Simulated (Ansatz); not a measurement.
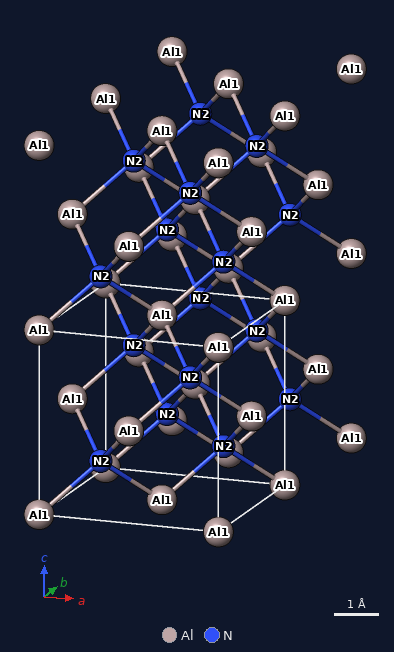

Reference structure: a symmetric starting cell of AlN. A ball-and-stick model of the conventional cell (4 times the calculation's cell), repeated 1 × 2 × 2 with one cell outlined, seen slightly off an axis. Lengths and directions refer to the drawn axes.

All numbers below come from DFT PBEsol, scalar-relativistic, plane waves, PAW (Ansatz). Set-up: plane-wave cutoff 420 eV; k-point mesh 10 × 10 × 10; occupations gaussian; smearing width 0.02 eV; no spin polarisation.

The variant: All lengths are scaled by +1.1 % (volume +3.4 %), the atoms keeping their fractional coordinates. No relaxation follows. The starting cell wasn't computed here and needn't be at equilibrium, so pressure and forces aren't due to the change alone.

What does the calculation give for the changed structure?

Answer. Among the bonded contacts that change: Al–N 1.891 → 1.913 Å. The space group stays F-43m (No. 216). The pressure is −5.1 GPa (not all of it need come from the change, since the unchanged cell can be under pressure at this level too). All forces vanish by symmetry.
